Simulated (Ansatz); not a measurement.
Cu

```
CELL_PARAMETERS angstrom
3.61500 0.00000 0.00000
0.00000 3.61500 0.00000
0.00000 0.00000 3.61500
ATOMIC_POSITIONS crystal
Cu 0.00000 0.00000 0.00000
Cu 0.50000 0.50000 0.00000
Cu 0.50000 0.00000 0.50000
Cu 0.00000 0.50000 0.50000
```

Space group Fm-3m; computed pressure about −13 GPa in this cell.

Level of theory: Kohn-Sham DFT of a periodic cell, LDA, Ansatz PAW in Ansatz.

What will maps of the valence pseudo-density and electron localisation function show?

Answer. Cu–Cu (2.56 Å): ρ is about 0.27 e/Å³ halfway; the ELF is about 0.20 at the midpoint; no localised pair shows between them.

Does the calculation make it a metal, or give it a gap?

Answer. It is metallic or semimetallic at this level of theory: no gap opens.

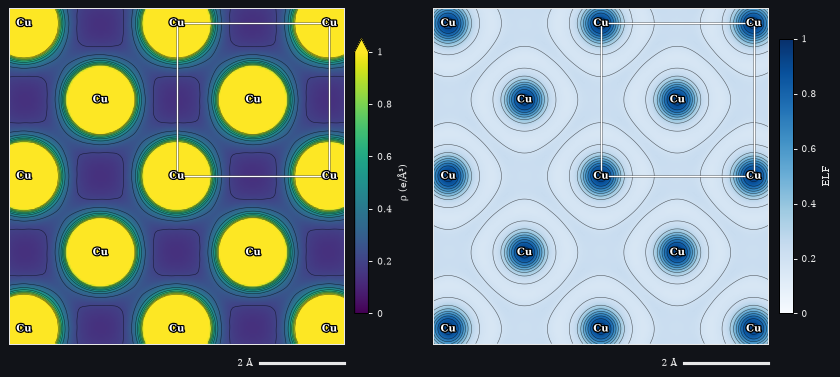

Computed valence pseudo-density and electron localisation function on the (010) plane of the conventional cell, in this order. 

In a PAW calculation such maps are meaningful between the atoms, not at the nuclei.
